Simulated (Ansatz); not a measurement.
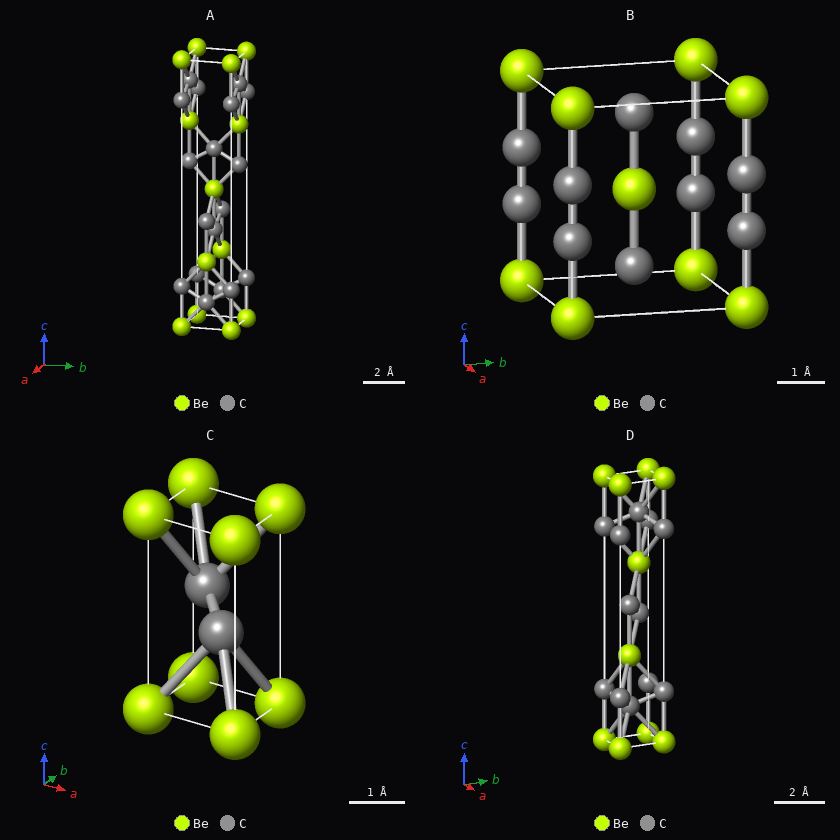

Four structures of BeC₂, each relaxed to rest (conventional cells in solid outline, small ones repeated, each panel with its own scale). Method: DFT PBE, scalar-relativistic, plane waves, PAW in Ansatz, without spin polarisation.

### What are the structures shown?

A: 12 atoms a cell on a body-centred tetragonal lattice, I4_1/amd; B: 6 atoms a cell on a body-centred tetragonal lattice, I4/mmm; C: 3 atoms a cell on a primitive hexagonal lattice, P-3m1; D: 9 atoms a cell on a rhombohedral (trigonal R) lattice, R-3m.

### Rank them by energy, lowest first.

D, then C (+61 meV/atom), A (+172 meV/atom) and B (+191 meV/atom), energies at zero smearing.

### Collect the results in a table.

| panel | structure | E − E(lowest) (meV/atom) | volume (Å³/atom) | gap (eV) |
| --- | --- | --- | --- | --- |
| D | R-3m | 0 | 6.4 | metal |
| C | P-3m1 | 61 | 6.5 | metal |
| A | I4_1/amd | 172 | 7.3 | metal |
| B | I4/mmm | 191 | 11.7 | 2.88 |

Some of these may be structure types tried for this composition rather than known phases, and the most stable form need not be among them. Gaps are taken on the k-mesh or band path of each run.
